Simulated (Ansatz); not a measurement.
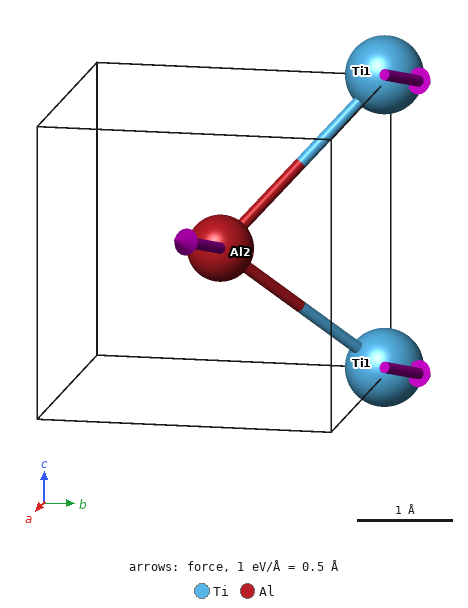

Starting geometry of solid TiAl (set up in P1) with the computed forces as purple arrows. A ball-and-stick model of the cell of the calculation, seen slightly off an axis.

Case: all atoms moved at random, sigma 0.25 Å for each component; relaxed back.

Level of theory: DFT PBEsol, scalar-relativistic, plane waves, PAW (Ansatz 0.2.0).

Input
```yaml
crystal:
  lattice:
    - [3.1564740774, 0.0, 0.0]
    - [0.0, 3.1564740774, 0.0]
    - [0.0, 0.0, 3.1564740774]
  atoms:
    - { symbol: Ti, position: [0.0399366366, -0.0135573427, 0.0107988551] }
    - { symbol: Al, position: [0.4600633634, 0.5135573427, 0.4892011449] }
basis:
  ecutwfc: 420
kpoints:
  mp_grid: { grid: [10, 10, 10] }
hamiltonian:
  xc: pbesol
scf:
  occupations: { method: gaussian, width: 0.15 }
output:
  forces: true
  stress: true
  eigenvalues: true
relax:
  adjacent_minimum: "off"
  f_tol: 0.01
  max_steps: 80
  cell: { stress_tol: 0.1 }
```

Command:
```bash
ansatz run input.yaml --threads 1 --pin off --max-ram 2560MiB --backend cpu --events-out ev --progress --plain --runs-dir out
```

What follows when this structure is relaxed?

Answer. It isn't relaxed: the largest force vector, on Ti atoms, is 1.89 eV/Å. The atoms end up moving mostly along the starting forces (cosine between the two patterns 1.00). After 13 accepted moves (15 points after the start) the energy has fallen by 266 meV per atom. Largest force component: 1.7 eV/Å at the start, 0.00091 eV/Å at the end. The pressure goes from 3.15 to 0.02 GPa. The SCF was repeated twice at an unchanged geometry on a basis and grid sized afresh for the cell, which shifted the energy by 17.6 meV per atom at most. The largest moves relative to the cell, 0.13 Å, are those of Ti1 and Al2. Ti1 goes along [−3 1 −1]. Largest moves by element: Ti 0.13 Å, Al 0.13 Å. The volume changes by +0.3 %, with a = b 3.156 → 2.792 Å (−11.5 %), c 3.156 → 4.048 Å (+28.2 %). Some distances before and after: Ti1–Ti1 3.156 → 4.048 Å, Ti1–Ti1 (another image) 3.156 → 2.792 Å, Al2–Al2 3.156 → 2.792 Å, Ti1–Al2 2.503 → 2.827 Å. The space group (tolerance 0.01 Å) goes from P1 (No. 1) to P4/mmm (No. 123). Cost: 2.4 min on 1 thread of Intel(R) Xeon(R) 6975P-C (Granite Rapids) (shared host), peak memory 0.6 GiB.
